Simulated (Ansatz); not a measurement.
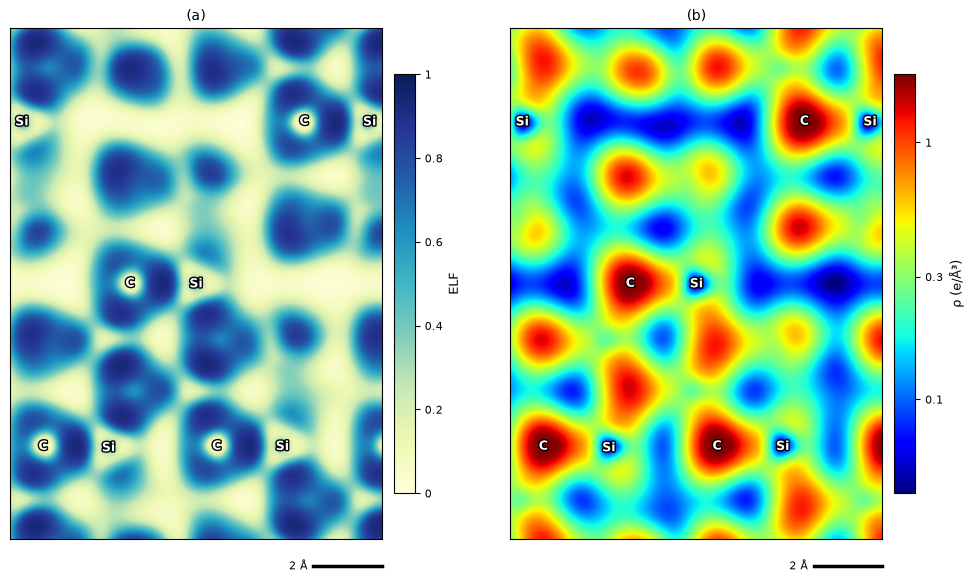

The picture shows: Si28C29 (cell charge +1, with a compensating background) (cell with a defect). (a) electron localisation function; (b) valence electron density on the (110) plane of the calculation cell.

Spin-polarised.

These are results of Ansatz, DFT PBE, scalar-relativistic, plane waves, PAW, not measurements.

In a PAW calculation such maps are meaningful between the atoms, not at the nuclei.

**Describe what can be read from this map.**

Atoms in the plane: Si and C. Atoms just off the plane (Si, 0.5 Å away and C, 0.5 Å away) can leave unmarked features too. Si–C (1.89 Å): ρ at the midpoint is about 0.87 e/Å³; the ELF peaks at about 0.95 between the atoms. Si–C (1.91 Å): ρ at the midpoint is about 0.84 e/Å³; the ELF peaks at about 0.95 between the atoms. Between the atoms the lowest density in this plane is 0.04 e/Å³.

**Does the calculation give a band gap?**

It is gapless in this calculation (a metal or semimetal).
